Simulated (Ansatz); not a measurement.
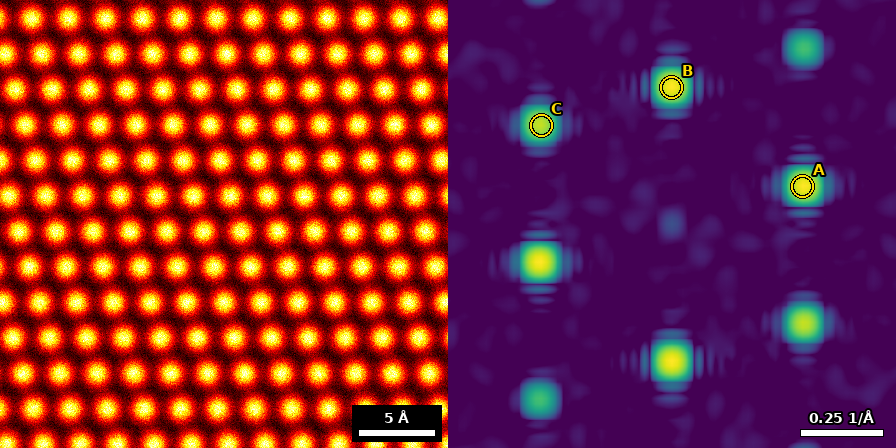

HAADF-like image of a crystal. The image is simulated as a sum over atoms of Z^1.7, blurred by a 1.30 Å probe (no channelling). The display is stretched by a gamma of 0.8; percentages refer to the linear signal. Shot noise was added.

The right panel is the modulus of the image's Fourier transform on a logarithmic scale.

Which lattice spacings do the marked spots stand for, and what angle do A and B enclose?

A: 2.4 Å, B: 2.4 Å, C: 2.0 Å; A and B enclose about 74°.

The crystal is Mo (R-3m, No. 166) along [211]; the spots are (0 1 -1), (-1 1 1) and (-1 0 2). Structure: the end point of a relaxation with DFT PBEsol, scalar-relativistic, plane waves, PAW in Ansatz 0.2.0; the starting structure was generated, so it need not be a known form of this composition.
